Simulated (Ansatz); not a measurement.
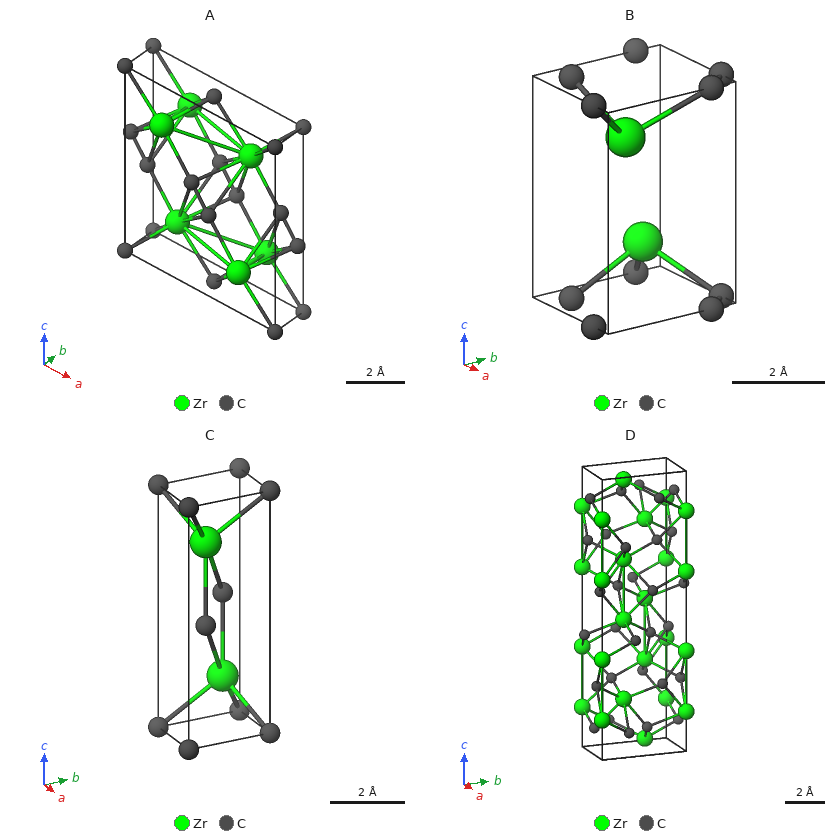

Four structures of Zr$_{2}$C$_{3}$, each relaxed to rest (conventional cells in solid outline, small ones repeated, each panel with its own scale). Method: DFT PBE, scalar-relativistic, plane waves, PAW in Ansatz 0.2.0, without spin polarisation.

> Name the structure in each panel.

A: 10 atoms a cell on a base-centred monoclinic lattice, C2/m; B: 5 atoms a cell on a primitive hexagonal lattice, P321; C: 5 atoms a cell on a primitive hexagonal lattice, P-3m1; D: 30 atoms a cell on a rhombohedral (trigonal R) lattice, R-3c.

> Which of these is lowest in energy, and how far above it do the others lie?

A, then C (+411 meV/atom), B (+1016 meV/atom) and D (+1052 meV/atom), energies at zero smearing.

> Collect the results in a table.

| panel | structure | E − E(lowest) (meV/atom) | volume (Å³/atom) | gap (eV) |
| --- | --- | --- | --- | --- |
| A | C2/m | 0 | 12.3 | metal |
| C | P-3m1 | 411 | 11.6 | metal |
| B | P321 | 1016 | 17.1 | metal |
| D | R-3c | 1052 | 14.3 | metal |

Some of these may be structure types tried for this composition rather than known phases, and the most stable form need not be among them. Gaps are taken on the k-mesh or band path of each run.
